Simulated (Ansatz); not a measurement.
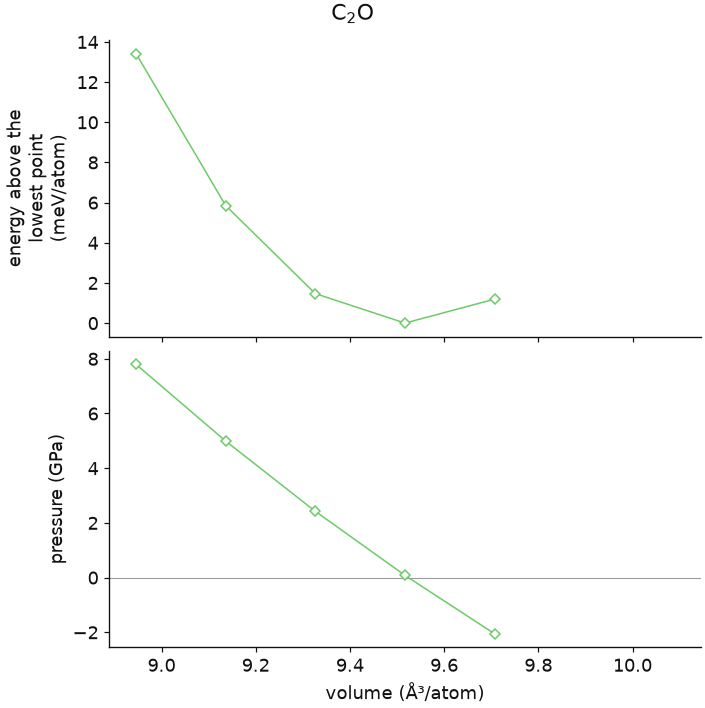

Plotted: energy above the lowest point and pressure against volume for C₂O, space group Fm-3m (No. 225) (one of a set of cubic test structures, which need not be the stable phase).

Calculation (Ansatz 0.2.0 development build): equation of state of a cubic crystal from periodic Kohn-Sham density functional theory without spin, third-order Birch-Murnaghan fit to the free energies; pressure corrected for the finite basis. Level: PBE.

```
                setting                   value
         structure type            antifluorite
          atoms in cell                       3
     space group number                     225
       lattice centring  face-centred primitive
                 k mesh                39×39×39
      occupation method             Fermi–Dirac
       occupation width              0.06123 eV
            wave cutoff                  420 eV
               datasets              soft-1 PAW
      density tolerance                1e-07 eV
                  bands                      11
   density cutoff ratio                       4
search for lower states                 default
```

The points at volume 9.90 Å³/atom and 10.09 Å³/atom are left out of the plot. What values does the calculation give there?

```
volume (Å³/atom)  energy above the lowest point (meV/atom)  pressure (GPa)
            9.90                                       4.8            -4.0
           10.09                                      10.6            -5.8
```

Note: cubic model structure, not the ambient form.
